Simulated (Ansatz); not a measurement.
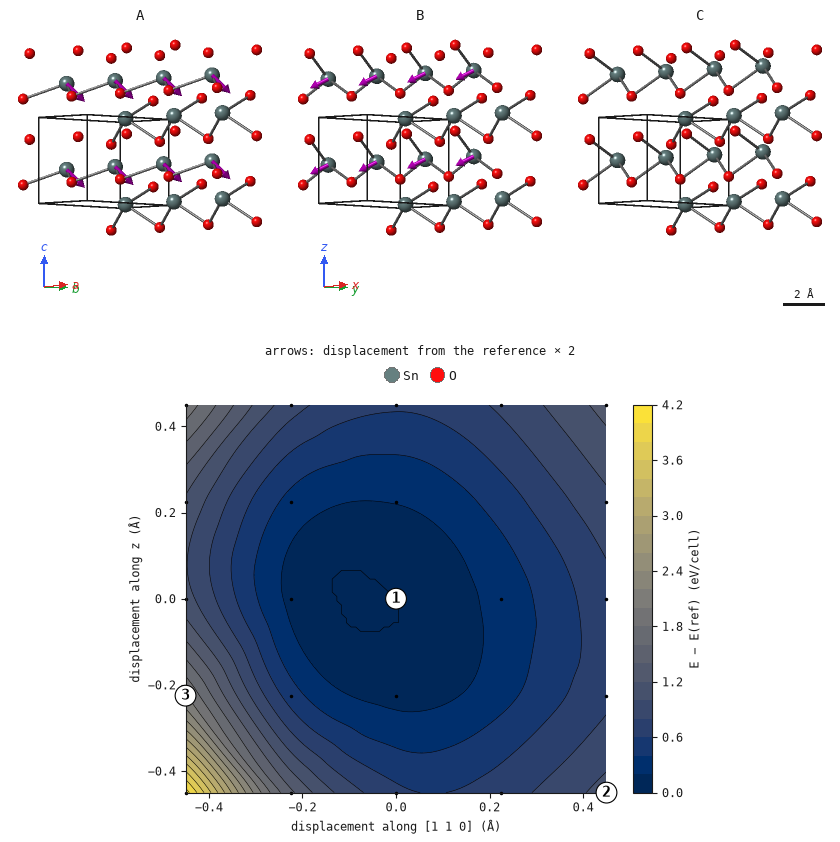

A scan of crystalline SnO (Pmn2_1): a Sn atom (one in each cell of 4 atoms) is moved over the plane of the Cartesian directions [1 1 0] and z, all else fixed. The map is interpolated between the computed points (dots). The frames are shuffled; each belongs to one numbered point. The picture is a ball-and-stick view of the cell of the calculation, repeated 3 × 1 × 2 with one cell outlined, seen nearly along the normal of the scanned plane. Purple arrows: displacements from the reference.

Level of theory: Ansatz, DFT LDA, scalar-relativistic, plane waves, PAW. Settings: plane-wave cutoff 420 eV; k-point mesh 8 × 6 × 6; occupations gaussian; smearing width 0.05 eV; no spin polarisation. Energies (free energies at the smearing named) are counted from the cell as listed in its source, which wasn't relaxed.

**Which frame belongs to which numbered point?**

Point 1 is frame C, at (0.000, 0.000) and 0.00 eV/cell; 2 is frame A, at (0.450, −0.450) and 1.07 eV/cell; 3 is frame B, at (−0.450, −0.225) and 2.02 eV/cell. In pairs of (displacement along [1 1 0] (Å); displacement along z (Å)): the lowest computed point lies at (0.000, 0.000) (0.00 eV/cell), the highest at (−0.450, −0.450) (4.10 eV/cell).  Over the ranges scanned the energy rises by about as much along both axes.
